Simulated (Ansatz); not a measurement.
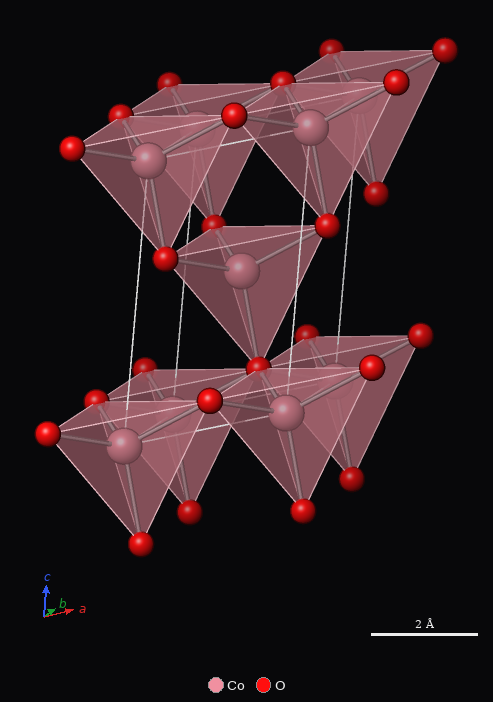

Fig. 1: The input geometry (polyhedral view of the reduced cell, seen slightly off an axis; polyhedra are completed across the faces of the cell). An atom can appear more than once, as a periodic image.

# Single-point calculation of CoO

System: CoO (4 atoms in the cell).
Method: DFT PBEsol, scalar-relativistic, plane waves, PAW, spin-polarised (Ansatz 0.2.0).

The structure derives from a Materials Project entry. Figures and captions count atoms from 1; the log counts them from 0 in places.

### What the program printed
```
basis.fft_grid_basis auto: the FFT boxes are laid along the combinations [[1, 0, -1], [0, 1, -1], [0, 0, 1]] of the cell's own vectors, 3.204, 3.204 and 5.456 Å long. The dense box has 24×24×40 points. Along the cell's own vectors, as sized, it would have 40×40×40, 2.78 times as many. Of the 6 symmetry operations that the crystal satisfies within crystal.symmetry.tolerance (time reversal apart; of a slab, those that keep its plane) the dense box along the cell's own vectors carries 6, and the one as laid loses 4 of those. basis.fft_grid_basis: typed keeps the cell's own vectors: state it where this run's energies or levels are differenced outside the engine with another run's, or held beside a run that keeps those vectors.
Engine: ansatz 0.2.0, x86_64-unknown-linux-gnu
Pseudopotentials: kind: paw
Pseudopotential: Co, paw, valence charge 17, recommended cutoff 420 eV (normal), Co.paw.azcp
Pseudopotential: O, paw, valence charge 6, recommended cutoff 420 eV (normal), O.paw.azcp
Functional definition: PBEsol
  exchange = pbesol_x
  correlation = pbesol_c
Crystal: 4 atoms, lattice volume = 45.646 Å³
Basis set: ecut = 420 eV, 911 PW (Γ), FFT grids on a1−a3, a2−a3, a3, exchange–correlation on 48×48×80 points (8 copies of the dense FFT grid, shifted against one another)
Bands: 32, of which v1, the nominal top of the filled ones, is band 23 counted from 1 (22 counted from 0)
Symmetry: 6 space group operations
Space group: R3m (ITA 160), of the structure as read, at distance tolerance 3.6e-5 Å
Magnetic group: BNS 160.65 (UNI 1295), of the structure as read, at distance tolerance 3.6e-5 Å
k-points: 32 of 216 (time reversal used)
Non-local potential: Co, projectors of the file, l = 0: 3, l = 1: 2, l = 2: 3, l = 3: 1
Non-local potential: O, projectors of the file, l = 0: 2, l = 1: 2, l = 2: 1
PAW form: soft (Blöchl's): semilocal exchange-correlation on the pseudo side does not see the compensation charge
PAW frozen core: Co, regenerated for the run's functional, and the local potential with it (the file was generated under x = pbe(κ = 0.804, μ = 0.2195149727645171), c = pbe(β = 0.06672455060314922))
PAW frozen core: O, regenerated for the run's functional, and the local potential with it (the file was generated under x = pbe(κ = 0.804, μ = 0.2195149727645171), c = pbe(β = 0.06672455060314922))
PAW one-centre angular grid: Co, 590 points (default); XC on 64 Gauss nodes
PAW one-centre angular grid: O, 110 points (default); XC on 64 Gauss nodes
Initial density: superposition of atomic densities (chi_scale 0.1, normalization cell, long waves kept (reshape's long-wave potential 0.00 eV rms))
Starting moments: Σ|m| = 6 μB on 2 of 4 sites
Starting magnetic order: compensated ferrimagnet; no operation exchanges its spin sublattices
Initial wavefunctions: pseudopotential atomic-orbital guess
Functional: x = pbesol(κ = 0.804, μ = 0.12345679012345678), c = pbesol(β = 0.046)
SCF iter   1: F=—  HF=-11309.768721 eV  |F-HF|=—  |Δ(HF+E_count)|=         —  Δρ=2.23e-1 (↑2.23e-1 ↓2.23e-1)  dr2=4.39e1  dr2_m=8.23e0  M=-0.001 μB ∫|m|=2.977 μB  β_m=0.30  ethr=3.10e-3  ⟨swp⟩=5.2  Hψ=7510  notcnv=0  defer=46
preconditioner: auto → Kerker (q_TF=auto, 2.732 Å⁻¹)  [metal: Δε(μ)=0.006 eV  Ē_g=12.257 eV  σ=0.100 eV  W_gap=0.03  n_scr=16 (ndim 8)  ℏωp=30.1 eV  f_vac=0.000  D(μ)=5.86/eV (n_scr^D=96)]
spin=Collinear: Kerker preconditioning applied to the charge; magnetization (m = ρ↑ − ρ↓) channel mixes plain (no charge-response kernel on spin).
SCF iter   2: F=—  HF=-11305.239524 eV  |F-HF|=—  |Δ(HF+E_count)|=    4.53e0  Δρ=6.40e-2 (↑6.40e-2 ↓6.39e-2)  dr2=1.96e0  dr2_m=6.21e-1  M=0.005 μB ∫|m|=5.088 μB  β_m=0.30  ethr=3.10e-3  ⟨swp⟩=3.0  Hψ=4780  notcnv=0  defer=200
Mixer restart at iter 2: flushing history
spin-set hold released at iteration 2 (the charge has settled, or the pull on large starting moments outlasts its swing): the magnetisation degrees of freedom join the quasi-Newton model from the next iteration; the mixer history was flushed
SCF iter   3: F=—  HF=-11304.992708 eV  |F-HF|=—  |Δ(HF+E_count)|=   2.47e-1  Δρ=4.50e-2 (↑4.40e-2 ↓4.50e-2)  dr2=5.45e-1  dr2_m=6.00e-1  M=-0.009 μB ∫|m|=4.874 μB  β_m=0.46  ethr=3.10e-3  ⟨swp⟩=2.0  Hψ=3370  notcnv=0  defer=216
SCF iter   4: F=—  HF=-11305.076192 eV  |F-HF|=—  |Δ(HF+E_count)|=   8.35e-2  Δρ=2.83e-2 (↑2.83e-2 ↓2.55e-2)  dr2=2.32e-1  dr2_m=1.88e-1  M=0.028 μB ∫|m|=4.839 μB  β_m=0.73  ethr=1.19e-3  ⟨swp⟩=2.3  Hψ=2736  notcnv=0  defer=216
SCF iter   5: F=—  HF=-11305.224057 eV  |F-HF|=—  |Δ(HF+E_count)|=   1.48e-1  Δρ=3.08e-2 (↑3.08e-2 ↓2.51e-2)  dr2=1.04e0  dr2_m=5.44e-2  M=-0.201 μB ∫|m|=4.768 μB  β_m=0.58  ethr=5.03e-4  ⟨swp⟩=2.1  Hψ=4324  notcnv=0  defer=218
SCF iter   6: F=—  HF=-11305.179116 eV  |F-HF|=—  |Δ(HF+E_count)|=   4.49e-2  Δρ=1.33e-2 (↑8.30e-3 ↓1.33e-2)  dr2=1.59e-1  dr2_m=6.71e-3  M=0.068 μB ∫|m|=4.781 μB  β_m=0.62  ethr=5.03e-4  ⟨swp⟩=2.0  Hψ=2717  notcnv=0  defer=218
SCF iter   7: F=—  HF=-11305.172273 eV  |F-HF|=—  |Δ(HF+E_count)|=   6.84e-3  Δρ=2.86e-3 (↑1.74e-3 ↓2.86e-3)  dr2=4.98e-3  dr2_m=7.30e-4  M=0.007 μB ∫|m|=4.786 μB  β_m=0.65  ethr=3.46e-4  ⟨swp⟩=2.0  Hψ=2661  notcnv=0  defer=218
SCF iter   8: F=—  HF=-11305.173512 eV  |F-HF|=—  |Δ(HF+E_count)|=   1.24e-3  Δρ=1.35e-3 (↑1.31e-3 ↓1.35e-3)  dr2=1.87e-3  dr2_m=2.33e-4  M=0.004 μB ∫|m|=4.791 μB  β_m=0.83  ethr=1.08e-5  ⟨swp⟩=2.0  Hψ=2836  notcnv=0  defer=218
SCF iter   9: F=—  HF=-11305.174140 eV  |F-HF|=—  |Δ(HF+E_count)|=   6.28e-4  Δρ=7.96e-4 (↑7.96e-4 ↓6.37e-4)  dr2=3.95e-4  dr2_m=1.54e-5  M=-0.001 μB ∫|m|=4.801 μB  β_m=0.73  ethr=4.07e-6  ⟨swp⟩=2.0  Hψ=2633  notcnv=0  defer=218
SCF iter  10: F=—  HF=-11305.174118 eV  |F-HF|=—  |Δ(HF+E_count)|=   2.14e-5  Δρ=5.08e-4 (↑5.08e-4 ↓1.76e-4)  dr2=1.32e-4  dr2_m=1.48e-5  M=-0.001 μB ∫|m|=4.803 μB  β_m=0.87  ethr=8.59e-7  ⟨swp⟩=2.0  Hψ=2611  notcnv=0  defer=218
SCF iter  11: F=—  HF=-11305.174116 eV  |F-HF|=—  |Δ(HF+E_count)|=   1.85e-6  Δρ=9.51e-5 (↑6.42e-5 ↓9.51e-5)  dr2=6.71e-6  dr2_m=7.83e-7  M=0.000 μB ∫|m|=4.803 μB  β_m=0.77  ethr=2.88e-7  ⟨swp⟩=2.4  Hψ=2861  notcnv=0  defer=218
SCF iter  12: F=—  HF=-11305.174085 eV  |F-HF|=—  |Δ(HF+E_count)|=   3.12e-5  Δρ=5.83e-5 (↑5.83e-5 ↓5.06e-5)  dr2=3.45e-6  dr2_m=9.51e-8  M=0.000 μB ∫|m|=4.803 μB  β_m=0.71  ethr=1.46e-8  ⟨swp⟩=2.0  Hψ=2740  notcnv=0  defer=218
SCF iter  13: F=—  HF=-11305.174085 eV  |F-HF|=—  |Δ(HF+E_count)|=   1.94e-7  Δρ=1.72e-5 (↑1.72e-5 ↓7.60e-6)  dr2=1.55e-7  dr2_m=3.06e-8  M=0.000 μB ∫|m|=4.803 μB  β_m=0.86  ethr=7.50e-9  ⟨swp⟩=2.1  Hψ=2159  notcnv=0  defer=218
SCF iter  14: F=-11305.174085 eV  HF=-11305.174085 eV  |F-HF|=8.59e-8  |Δ(HF+E_count)|=   3.83e-8  Δρ=1.00e-5 (↑1.00e-5 ↓8.03e-6)  dr2=9.50e-8  dr2_m=8.09e-9  M=0.000 μB ∫|m|=4.803 μB  ethr=2.17e-10  ⟨swp⟩=9.7  Hψ=8256  notcnv=0
SCF 1 converged in 14 iterations: F = -11305.174085 eV  dr2 = 9.50e-8
  greatest PAW one-centre occupation: 1.003 electrons in one spin orbital (limit 2), on the Co atom at site 1 (counted from 0), in its partial waves of l = 1
```

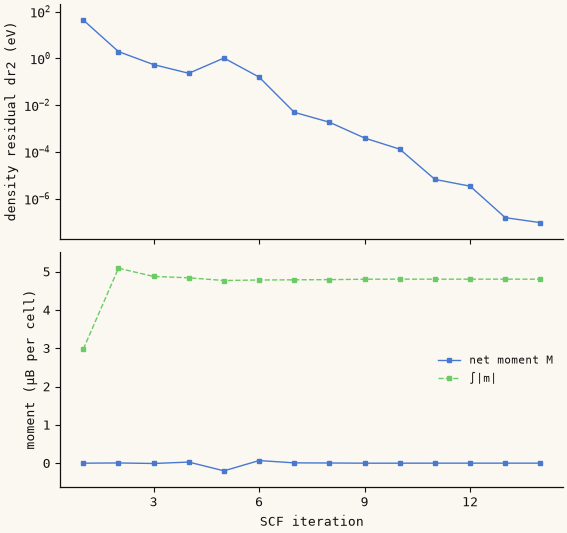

Fig. 2: Convergence of the self-consistent field: density residual dr2 and magnetic moment against the SCF iteration. The residual comes down, with one marked jump up, by a factor of about 4, at step 5. The net moment starts and ends at 0.0 μB per cell.

```
SCF converged after 14 iterations
Magnetization: 0.0002 μB (23.0001 up, 22.9999 down)
Absolute magnetization: 4.8029 μB (∫|ρ↑−ρ↓|, with the PAW one-centre terms)
Spin contamination: 2.3422 ħ² per cell (⟨S²⟩ above its minimum at these occupations)
Per-site moments (μB) at R_I (Å): [(-2.010558442003087, 0.7874100006093925), (2.0110738192723745, 0.7876185372767301), (-0.14843686013134022, 0.7876185372767301), (0.14836293848056709, 0.7874100006093925)]
Free energy (F): -11305.174085 eV
Harris-Foulkes:  -11305.174085 eV  (|F-HF|=8.59e-8)
Internal energy: -11305.164285 eV  (E = F + TS)
E sigma→0 (E₀):  -11305.169185 eV
Entropy (-TS):   -0.009800 eV (-2.450 meV/atom)
Fermi energy:    11.184325 eV
--- Per-component energies (eV) ---
  E_band       = -739.321319
  E_kinetic    = 1236.593350
  E_local      = -7741.856202  (includes V_loc(G=0)·N_el)
  E_nonlocal   = 1027.054821
  E_hartree    = 3187.459064
  E_xc         = -452.470393
  E_vxc        = -584.465758  (∫ρ·V_xc dr)
  E_paw        = -3274.987662  (= ΣΔE_a)
  E_vpaw       = -1051.574465  (= ΣTr[D̂ρ^β])
  E_aug_tail   = 0.005151  (compensation charges beyond the density's cutoff)
  E_ewald      = -5287.409829
  E_core_change = 0.447414  (= ΣΔE_core)
  E_smearing   = -0.009800  (= −TS)
  E_closure    = 0.000000  (closes the sum)
  Σ components = -11305.174085   (vs F -11305.174085, Δ=0.00e0)
--- Forces (eV/Å), atoms counted from 1 ---
  atom   1  Co     0.00000000    -0.00000000    -0.10232233
  atom   2  Co    -0.00000000    -0.00000000    -0.10551235
  atom   3  O      0.00000000     0.00000000     0.10728694
  atom   4  O      0.00000000     0.00000000     0.10063297
  max |Σ_I F_I| component: 8.52e-5 eV/Å
--- Stress (GPa, compression-positive) ---
       -9.182915       0.000000       0.000000
        0.000000      -9.182915       0.000000
        0.000000       0.000000     -11.313154
  P = ⅓ Tr σ = -9.8930 GPa (-98.930 kbar)
--- Band table (eV; the first three rows and the last of 64) ---
  k-point 0 ↑: bands = ["-85.1447", "-82.5880", "-48.7455", "-48.4740", "-48.4740", "-46.2184", "-45.9866", "-45.9866", "-8.9086", "-8.1681", "4.0519", "5.0291", "5.0291", "5.1279", "5.9086", "5.9086", "8.9993", "8.9993", "9.3370", "10.2330", "10.2330", "10.9742", "10.9742", "11.1671", "12.7479", "13.0534", "13.0534", "16.6710", "18.4024", "24.4423", "24.4423", "25.0450"]
  k-point 1 ↑: bands = ["-85.1444", "-82.5877", "-48.7450", "-48.4779", "-48.4750", "-46.2179", "-45.9911", "-45.9877", "-8.7657", "-8.1128", "4.3026", "4.7129", "5.1223", "5.1961", "5.5659", "5.9596", "8.8262", "8.9776", "9.1925", "10.0829", "10.1272", "10.6680", "10.9478", "12.0444", "12.6516", "12.8626", "12.8747", "17.6265", "18.5026", "22.6202", "23.4296", "24.5624"]
  k-point 2 ↑: bands = ["-85.1439", "-82.5871", "-48.7442", "-48.4856", "-48.4769", "-46.2170", "-46.0001", "-45.9899", "-8.4523", "-8.0185", "4.2496", "4.7259", "5.0902", "5.3201", "5.3622", "6.0377", "8.3591", "9.0111", "9.0642", "9.5875", "9.9397", "10.6980", "10.8692", "11.6908", "12.1368", "12.4453", "14.6765", "18.2668", "19.4581", "21.0531", "21.4194", "23.7202"]
  k-point 31 ↓: bands = ["-85.1451", "-82.5874", "-48.7457", "-48.4743", "-48.4743", "-46.2177", "-45.9861", "-45.9861", "-8.6750", "-8.4157", "4.2204", "4.6049", "5.0739", "5.0739", "5.9050", "5.9050", "8.8979", "8.8979", "9.8215", "10.0131", "10.0131", "11.2786", "11.2786", "11.9367", "13.0203", "13.0203", "13.6046", "13.9997", "21.4078", "21.6110", "24.8735", "24.8735"]
--- Löwdin populations: 4 sites ---
  site symbol       q [e]    m [muB]
     0     Co     15.9824    -2.1534
     1     Co     15.9825     2.1537
     2      O      6.8574    -0.2111
     3      O      6.8574     0.2110
  spilling = 0.006963 (of n_electrons = 46.000000)
```

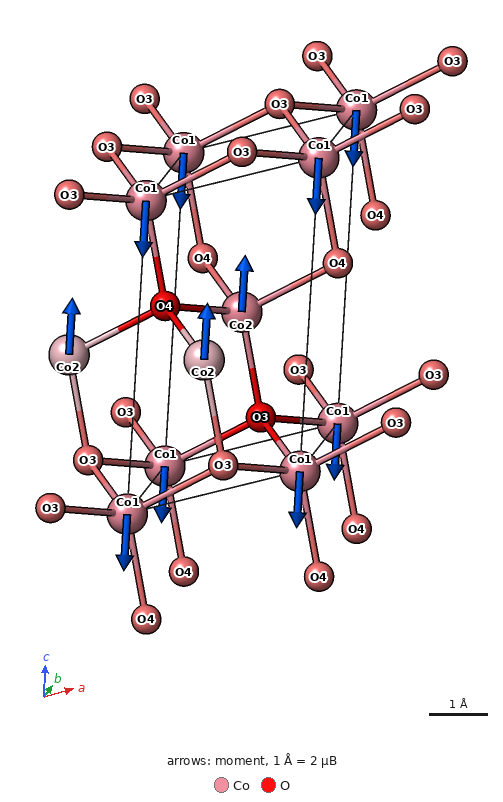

Fig. 3: Magnetic moments of the sites as blue arrows (ball-and-stick view of the reduced cell, seen slightly off an axis; neighbours outside the cell are drawn fainter; atoms are numbered from 1 in the order of the input); small moments hardly show. The run is collinear, so the axis drawn is arbitrary. Site moments: Co2 (2.01 μB); Co1 (−2.01 μB); O3 (−0.15 μB); O4 (0.15 μB). They are counted near the atoms and needn't add up to the moment of the cell.

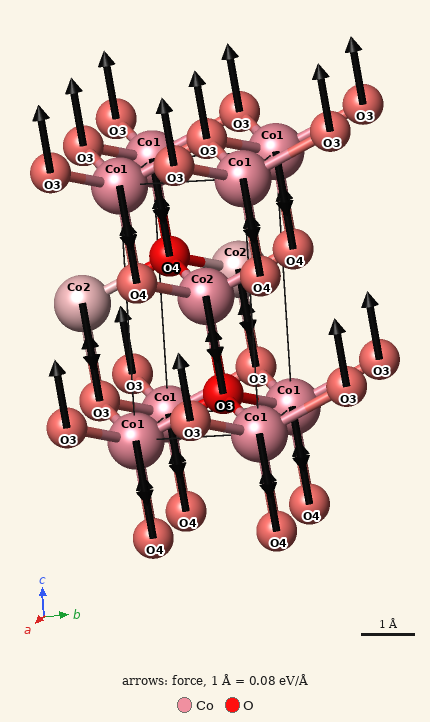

Fig. 4: Forces on the atoms as black arrows (ball-and-stick view of the reduced cell, seen slightly off an axis; neighbours outside the cell are drawn fainter; atoms are numbered from 1 in the order of the input). The largest act on O3 (0.11 eV/Å); Co2 (0.11 eV/Å); Co1 (0.10 eV/Å); O4 (0.10 eV/Å). The geometry is not a stationary point of this energy.

The run was set up as follows.

### Input file
```yaml
crystal:
  lattice:
    - [1.6022198417, 0.9250420569, 5.1329417806]
    - [-1.6022198417, 0.9250420569, 5.1329417806]
    - [0.0, -1.8500841138, 5.1329417806]
  atoms:
    - { symbol: Co, position: [0.99948773, 0.99948773, 0.99948773], spin: -3.0 }
    - { symbol: Co, position: [0.49949059, 0.49949059, 0.49949059], spin: 3.0 }
    - { symbol: O, position: [0.37549553, 0.37549553, 0.37549553] }
    - { symbol: O, position: [0.8755255, 0.8755255, 0.8755255] }
basis:
  ecutwfc: 420
kpoints:
  mp_grid: { grid: [6, 6, 6] }
hamiltonian:
  xc: pbesol
scf:
  occupations: { method: gaussian, width: 0.1 }
  lower_state_search: "off"
output:
  forces: true
  stress: true
  eigenvalues: true
  populations: true
magnetization:
  spin_polarized: true
```

Command:
```bash
ansatz run input.yaml --threads 1 --pin off --max-ram 2560MiB --backend cpu --events-out ev --progress --plain --runs-dir out
```

### Key numbers

| quantity | value |
| --- | --- |
| outcome | converged |
| space group (tolerance 0.01 Å) | R3m (160) |
| electrons treated | 46 |
| free energy | −11305.1741 eV |
| Fermi energy | 11.184 eV |
| gap on the k-point mesh | none (metallic) |
| net moment of the cell | 0.00 μB |
| integrated absolute moment | 4.80 μB |
| pressure | −9.89 GPa |
| largest force (length of the vector) | 0.107 eV/Å |
| hardware | 1 thread of Intel Xeon @ 2.50GHz (Skylake/Cascade Lake), 192 GiB of memory available, shared host |
| wall time | 18 s |
| peak memory | 0.4 GiB |

The cell is under a tension of 9.9 GPa at this level, so it is not at its equilibrium volume.
